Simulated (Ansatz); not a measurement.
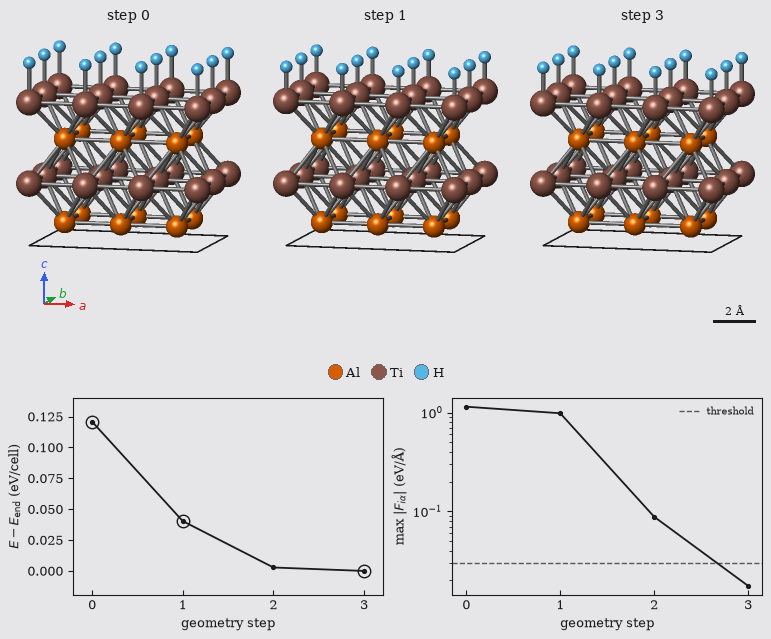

Frames of a constrained relaxation of a slab of composition Ti₂Al₂H (cut from the P4/mmm phase), marked on the history of the run. A ball-and-stick model of the 3 × 2 repeat of the cell, outlined in the plane, without the vacuum, seen slightly off an axis.

Case: H put at a top Ti site. The slab is the (0 0 1) face of TiAl with H on it. 2 atoms are held fixed.

These are results of Ansatz 0.2.0, DFT PBEsol, scalar-relativistic, plane waves, PAW, not measurements. (plane-wave cutoff 420 eV; k-point mesh 10 × 10 × 1; occupations gaussian; smearing width 0.1 eV; no spin polarisation; dipole correction; atoms relaxed in a fixed cell; force threshold 0.03 eV/Å; at most 70 steps)

What happens along the run?

The atom that moves furthest is the H atom (0.24 Å along the normal (−c)). Largest moves by element: H 0.24 Å, Ti 0.06 Å, Al 0.04 Å. The cell doesn't change. Among the contacts that change: H–Ti 1.920 → 1.738 Å, Al–Ti 2.835 → 2.806 Å, Al–Ti 2.756 → 2.745 Å. The energy falls by 0.121 eV per cell of the calculation in 3 geometry steps. Largest force component: 1.1 eV/Å at the start, 0.018 eV/Å at the end. Cost: 45 s on 1 thread of Arm Neoverse V1 (shared host), peak memory 0.41 GiB. From step 0 to 1: the H atom moves most (0.19 Å), energy −80.5 meV per cell of the calculation. From step 1 to 3: a Ti atom moves most (0.12 Å), energy −40.4 meV per cell of the calculation.

```json
{"step": "0", "E − E(0), meV/atom": "0.00", "largest force component, eV/Å": "1.1456"}
{"step": "1", "E − E(0), meV/atom": "-16.11", "largest force component, eV/Å": "0.9832"}
{"step": "2", "E − E(0), meV/atom": "-23.62", "largest force component, eV/Å": "0.0879"}
{"step": "3", "E − E(0), meV/atom": "-24.18", "largest force component, eV/Å": "0.0175"}
```

Limits of the set-up: the periodic images lie only 2.8 Å apart, so the values are limited by the cell's size.
